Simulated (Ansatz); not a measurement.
# Two runs on Pb

System: Pb (2 atoms in the cell).
Method of run A: Kohn-Sham DFT of a periodic cell, PBE0, Ansatz PAW, no spin polarisation (Ansatz 0.2.0).

The structure derives from a Materials Project entry. Text and figures count atoms from 1; the logs count them from 0 in places.

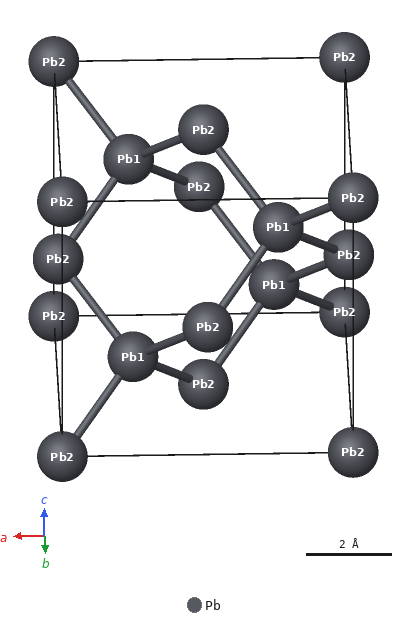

The structure (ball-and-stick view of the cell 4 times as large as that of the calculation, set on its symmetry axes, seen at an oblique angle; atoms are numbered from 1 in the order of the input). An atom can appear more than once, as a periodic image. Near neighbours in the periodic cell (some may lie outside the picture): Pb has 4 Pb at 2.98 Å.

## The input, run A
```yaml
crystal:
  lattice:
    - [0.0, 3.4390000555, 3.4390000555]
    - [3.4390000555, 0.0, 3.4390000555]
    - [3.4390000555, 3.4390000555, 0.0]
  atoms:
    - { symbol: Pb, position: [0.25, 0.25, 0.25] }
    - { symbol: Pb, position: [0.0, 0.0, 0.0] }
hamiltonian:
  xc: pbe0
  pseudopotentials: { kind: paw }
kpoints:
  mp_grid: { grid: [4, 4, 4] }
scf:
  occupations: { method: fermi_dirac, width: 0.05 }
output:
  forces: true
  stress: true
  eigenvalues: true
```

Hardware: 1 × NVIDIA H100 80GB HBM3, 2 threads of AMD EPYC (Zen 3), 396 GiB of memory available, shared host.

## Output, shortened to warnings, some set-up lines, iterations and results (run A)
```
Warning: output.stress: scf.convergence.dr2_threshold = 1e-7 eV (the SCF's general default) is looser than the 2e-10 eV advised for a printed stress (1e-10 eV for each atom of the cell: 2). What an SCF threshold leaves in a stress goes as its square root, and in the free energy as the threshold itself, and one threshold admits the most on a small cell: of the crystals measured, under no hybrid …
Warning: output.stress: scf.exx.energy_threshold = 1e-6 eV is looser than the 2e-8 eV advised for a stress under a hybrid functional (1e-8 eV for each atom of the cell: 2). Every SCF of the exchange loop can meet its threshold on dr2 while the loop round them stops early: no threshold on dr2 bounds what that leaves in the stress. Set scf.exx.energy_threshold to 2e-8 eV or tighter. The threshold …
Basis set: ecut = 420 eV, 1639 PW (Γ), exchange–correlation on 72×72×72 points (8 copies of the dense FFT grid, shifted against one another)
Symmetry: 48 space group operations
k-points: 8 of 64
Initial density: superposition of atomic densities (neutral atoms: chi_scale 0, normalization atom), corrected by the library's trained network
[...]
SCF iter   1: F=—  HF=-23812.121439 eV  |F-HF|=—  |Δ(HF+E_count)|=         —  Δρ=7.62e-4  dr2=5.04e-4  ethr=1.77e-3  ⟨swp⟩=7.4  Hψ=623  notcnv=0
SCF iter   2: F=—  HF=-23812.122353 eV  |F-HF|=—  |Δ(HF+E_count)|=   9.13e-4  Δρ=4.76e-4  dr2=2.34e-4  ethr=1.80e-6  ⟨swp⟩=5.5  Hψ=532  notcnv=0  defer=1
SCF iter   3: F=—  HF=-23812.122705 eV  |F-HF|=—  |Δ(HF+E_count)|=   3.52e-4  Δρ=1.24e-4  dr2=3.35e-5  ethr=8.36e-7  ⟨swp⟩=3.2  Hψ=297  notcnv=0
SCF iter   4: F=—  HF=-23812.122728 eV  |F-HF|=—  |Δ(HF+E_count)|=   2.33e-5  Δρ=7.70e-5  dr2=1.03e-5  ethr=1.20e-7  ⟨swp⟩=3.8  Hψ=295  notcnv=0
SCF iter   5: F=—  HF=-23812.122743 eV  |F-HF|=—  |Δ(HF+E_count)|=   1.44e-5  Δρ=2.89e-5  dr2=6.33e-7  ethr=2.13e-9  ⟨swp⟩=4.0  Hψ=644  notcnv=0
[... 22 lines ...]
SCF iter   7: F=-23813.274933 eV  HF=-23813.274933 eV  |F-HF|=1.18e-8  |Δ(HF+E_count)|=   6.64e-6  Δρ=1.42e-5  dr2=1.50e-7  ethr=5.08e-10  ⟨swp⟩=4.9  Hψ=533  notcnv=0
SCF 4 stopped early in 7 iterations: F = -23813.274933 eV  dr2 = 1.50e-7
SCF iter   1: F=—  HF=-23813.274935 eV  |F-HF|=—  |Δ(HF+E_count)|=         —  Δρ=5.13e-6  dr2=1.39e-8  ethr=1.26e-8  ⟨swp⟩=2.5  Hψ=293  notcnv=0
SCF iter   2: F=-23813.274935 eV  HF=-23813.274935 eV  |F-HF|=3.17e-10  |Δ(HF+E_count)|=   2.28e-8  Δρ=1.67e-6  dr2=3.10e-9  ethr=3.83e-11  ⟨swp⟩=4.6  Hψ=514  notcnv=0
SCF 5 converged in 2 iterations: F = -23813.274935 eV  dr2 = 3.10e-9
  Residual-converged pass: ⟨swp⟩=2.9  Hψ=269  notcnv=0  max |occ|·‖R‖ = 2.3e-6 eV (tolerance 2.4e-6 eV)  dr2=3.10e-9  dr2_onsite=8.96e-11  max |Δocc| = 3.1e-14
hybrid outer 2: dexx = +1.204e-8 eV, tail = 6.51e-9 eV, Δε = 6.03e-4 eV (about 9.47e-5 eV left of the loop's levels)
hybrid SCF converged: 2 outer / 9 inner (+0 warm-up), last move |dexx| = 1.20e-8 eV, tail = 6.51e-9 eV
Stability not checked: this state was not tested for a lower state beside it, because the functional holds exact exchange (a hybrid, or Hartree-Fock), whose exchange loop this test does not read (fock_operator; see scf.lower_state_search)
Free energy (F): -23813.274935 eV
Frozen-core exchange: fock
Harris-Foulkes:  -23813.274935 eV  (|F-HF|=3.17e-10)
Internal energy: -23813.265481 eV  (E = F + TS)
E sigma→0 (E₀):  -23813.270208 eV
Entropy (-TS):   -0.009454 eV (-4.727 meV/atom)
Fermi energy:    6.421388 eV
--- Per-component energies (eV) ---
  E_band       = -235.888472
  E_kinetic    = 580.679033
  E_local      = -2735.351006  (includes V_loc(G=0)·N_el)
  E_nonlocal   = 699.817784
  E_hartree    = 1111.904210
  E_xc         = -337.131904
  E_vxc        = -202.012185  (∫ρ·V_xc dr)
  E_exx        = -74.145372  (= α·E_x^exact, valence–valence)
  E_paw        = -20849.346416  (= ΣΔE_a)
  E_vpaw       = -654.538891  (= ΣTr[D̂ρ^β])
  E_aug_tail   = 0.000109  (compensation charges beyond the density's cutoff)
  E_ewald      = -2210.428067
  E_core_change = 0.736146  (= ΣΔE_core)
  E_smearing   = -0.009454  (= −TS)
  E_closure    = 0.000000  (closes the sum)
  Σ components = -23813.274935   (vs F -23813.274935, Δ=-3.64e-12)
--- Forces (eV/Å), atoms counted from 1 ---
  atom   1  Pb     0.00000000     0.00000000     0.00000000
  atom   2  Pb     0.00000000     0.00000000     0.00000000
  max |Σ_I F_I| component: 3.01e-17 eV/Å
--- Stress (GPa, compression-positive) ---
        1.186455      -0.000000      -0.000000
       -0.000000       1.186455       0.000000
        0.000000      -0.000000       1.186455
  P = ⅓ Tr σ = 1.1865 GPa (11.865 kbar)
```

The input of run B differs as follows (lines with − go, lines with + come):
```diff
-  xc: pbe0
+  xc: r2scan50
```

Predict how the results change.

The total energies belong to different methods, so their difference says nothing on which is more stable or more accurate. The pressure goes from 1.19 to −0.94 GPa. The functional changes from PBE0 to r2scan50. The SCF takes 39 iterations against 27. The default cutoff goes from 420 to 500 eV with the change. The plane waves at Γ go from 1639 to 2085.

## Output, shortened to warnings, some set-up lines, iterations and results (run B)
```
Warning: output.stress: scf.convergence.dr2_threshold = 1e-7 eV (the SCF's general default) is looser than the 2e-10 eV advised for a printed stress (1e-10 eV for each atom of the cell: 2). What an SCF threshold leaves in a stress goes as its square root, and in the free energy as the threshold itself, and one threshold admits the most on a small cell: of the crystals measured, under no hybrid …
Warning: output.stress: scf.exx.energy_threshold = 1e-6 eV is looser than the 2e-8 eV advised for a stress under a hybrid functional (1e-8 eV for each atom of the cell: 2). Every SCF of the exchange loop can meet its threshold on dr2 while the loop round them stops early: no threshold on dr2 bounds what that leaves in the stress. Set scf.exx.energy_threshold to 2e-8 eV or tighter. The threshold …
Basis set: ecut = 500 eV, 2085 PW (Γ), exchange–correlation on 144×144×144 points (64 copies of the dense FFT grid, shifted against one another)
Symmetry: 48 space group operations
k-points: 8 of 64
Initial density: superposition of atomic densities (neutral atoms: chi_scale 0, normalization atom), corrected by the library's trained network
[...]
SCF iter   1: F=—  HF=-23841.184734 eV  |F-HF|=—  |Δ(HF+E_count)|=         —  Δρ=5.77e-3  dr2=1.31e-2  dr2_τ=7.21e-3  ethr=1.77e-3  ⟨swp⟩=7.8  Hψ=644  notcnv=0
SCF iter   2: F=—  HF=-23841.189017 eV  |F-HF|=—  |Δ(HF+E_count)|=   4.28e-3  Δρ=2.03e-3  dr2=1.16e-3  dr2_τ=8.04e-5  ethr=4.15e-6  ⟨swp⟩=2.9  Hψ=740  notcnv=0
SCF iter   3: F=—  HF=-23841.189342 eV  |F-HF|=—  |Δ(HF+E_count)|=   3.25e-4  Δρ=5.59e-4  dr2=8.92e-5  dr2_τ=6.04e-6  ethr=4.13e-6  ⟨swp⟩=2.1  Hψ=257  notcnv=0
SCF iter   4: F=—  HF=-23841.189409 eV  |F-HF|=—  |Δ(HF+E_count)|=   6.61e-5  Δρ=5.56e-5  dr2=2.67e-6  dr2_τ=7.99e-8  ethr=3.18e-7  ⟨swp⟩=4.0  Hψ=305  notcnv=0
SCF iter   5: F=—  HF=-23841.189411 eV  |F-HF|=—  |Δ(HF+E_count)|=   2.39e-6  Δρ=3.87e-5  dr2=1.07e-6  dr2_τ=3.23e-8  ethr=9.54e-9  ⟨swp⟩=4.0  Hψ=440  notcnv=0
[... 35 lines ...]
SCF iter   4: F=-23831.035470 eV  HF=-23831.035470 eV  |F-HF|=2.51e-10  |Δ(HF+E_count)|=   6.48e-9  Δρ=4.42e-7  dr2=3.09e-10  dr2_τ=4.28e-11  ethr=2.10e-11  ⟨swp⟩=4.6  Hψ=490 …
SCF 5 converged in 4 iterations: F = -23831.035470 eV  dr2 = 3.09e-10
SCF iter   1: F=—  HF=-23831.035470 eV  |F-HF|=—  |Δ(HF+E_count)|=         —  Δρ=5.12e-7  dr2=3.51e-10  dr2_τ=3.35e-11  ethr=4.76e-10  ⟨swp⟩=3.1  Hψ=302  notcnv=0
SCF iter   2: F=-23831.035470 eV  HF=-23831.035470 eV  |F-HF|=5.82e-11  |Δ(HF+E_count)|=  9.46e-10  Δρ=4.41e-7  dr2=1.22e-10  dr2_τ=5.77e-12  ethr=1.03e-12  ⟨swp⟩=4.9  Hψ=466 …
SCF 6 converged in 2 iterations: F = -23831.035470 eV  dr2 = 1.22e-10
  Residual-converged pass: ⟨swp⟩=2.0  Hψ=189  notcnv=0  max |occ|·‖R‖ = 2.3e-6 eV (tolerance 2.4e-6 eV)  dr2=1.22e-10  dr2_τ=5.83e-12  dr2_onsite=5.91e-12  max |Δocc| = 2.0e-20
hybrid outer 5: dexx = +4.961e-10 eV, tail = 4.33e-10 eV, Δε = 4.01e-5 eV (about 2.42e-5 eV left of the loop's levels), ΔF = 3.70e-17 eV/Å (tail 2.82e-4)
hybrid SCF converged: 5 outer / 31 inner (+8 warm-up), last move |dexx| = 4.96e-10 eV, tail = 4.33e-10 eV
Stability not checked: this state was not tested for a lower state beside it, because the functional holds exact exchange (a hybrid, or Hartree-Fock), whose exchange loop this test does not read (fock_operator; see scf.lower_state_search)
Free energy (F): -23831.035470 eV
Frozen-core exchange: fock
Harris-Foulkes:  -23831.035470 eV  (|F-HF|=5.82e-11)
Internal energy: -23831.031134 eV  (E = F + TS)
E sigma→0 (E₀):  -23831.033302 eV
Entropy (-TS):   -0.004336 eV (-2.168 meV/atom)
Fermi energy:    6.163876 eV
--- Per-component energies (eV) ---
  E_band       = -300.310666
  E_kinetic    = 580.240564
  E_local      = -2736.901204  (includes V_loc(G=0)·N_el)
  E_nonlocal   = 699.583352
  E_hartree    = 1116.461337
  E_xc         = -225.960158
  E_vxc        = -154.101717  (∫ρ·V_xc dr)
  E_exx        = -148.615777  (= α·E_x^exact, valence–valence)
  E_paw        = -20907.250469  (= ΣΔE_a)
  E_vpaw       = -634.435343  (= ΣTr[D̂ρ^β])
  E_aug_tail   = 0.000042  (compensation charges beyond the density's cutoff)
  E_vtau       = 9.612917  (kinetic-family band-sum trace: ∫τ·v_τ [+ j·A + Jᵃ·Aᵃ] dr)
  E_ewald      = -2210.428067
  E_core_change = 1.839246  (= ΣΔE_core)
  E_smearing   = -0.004336  (= −TS)
  E_closure    = -0.000000  (closes the sum)
  Σ components = -23831.035470   (vs F -23831.035470, Δ=0.00e0)
--- Forces (eV/Å), atoms counted from 1 ---
  atom   1  Pb     0.00000000    -0.00000000     0.00000000
  atom   2  Pb     0.00000000     0.00000000     0.00000000
  max |Σ_I F_I| component: 7.40e-17 eV/Å
--- Stress (GPa, compression-positive) ---
       -0.937568       0.000000       0.000000
        0.000000      -0.937568      -0.000000
        0.000000       0.000000      -0.937568
  P = ⅓ Tr σ = -0.9376 GPa (-9.376 kbar)
```

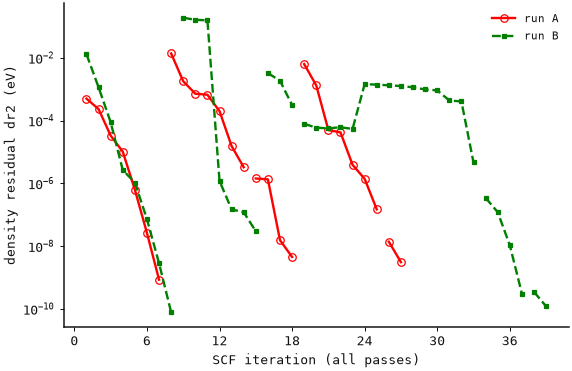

Convergence of the two runs: density residual dr2 against the SCF iteration. A break in a curve parts two SCF passes. Run A takes 27 iterations in all, and run B takes 39.

## The two runs side by side

```csv
quantity,run A,run B
outcome,converged,converged
free energy per atom (eV),−11906.6375,−11915.5177
"energy per atom, smearing taken to zero (eV)",−11906.6351,−11915.5167
gap on the mesh (eV),0.00,0.00
pressure (GPa),1.19,−0.94
largest force (eV/Å),0.000,0.000
SCF iterations,27,39
irreducible k-points,8,8
plane waves at Γ,1639,2085
wall time (shared host),17 s,22 s
```

For both runs: Warnings: the exchange loop's threshold is looser than advised for the stress; the SCF threshold is looser than advised for the printed stress. Spin–orbit coupling is left out, which matters for Pb.
